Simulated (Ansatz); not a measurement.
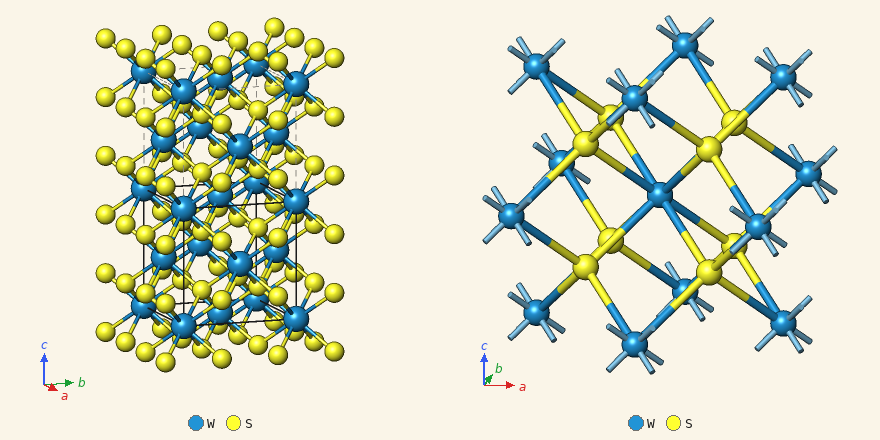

Left: the structure. Right: its underlying net. Nodes are coloured by element. Short stubs are edges that leave the cut-out.

WS₂ (space group Fm-3m, No. 225). Coordinates: coordinates from a relaxation with DFT, r2SCAN, plane waves, PAW in Ansatz 0.2.0; the starting structure was generated, so it need not be a known form of this composition.

Bonds are taken as S–W below 2.9 Å. The graph is simplified in the usual way: terminal and isolated atoms are pruned, two-connected atoms become edges.

The result is a binodal (4,8)-connected, three-periodic net: S is a 4-connected node; W is an 8-connected node, in the ratio 2:1. It is the flu net, known from fluorite. It is a single net, without interpenetration.

```
node  links   point symbol      coordination sequence
   S      4            4^6  4 22 24 82 64 182 124 322
   W      8  4^12.6^12.8^4  8 12 48 42 128 92 248 162
```
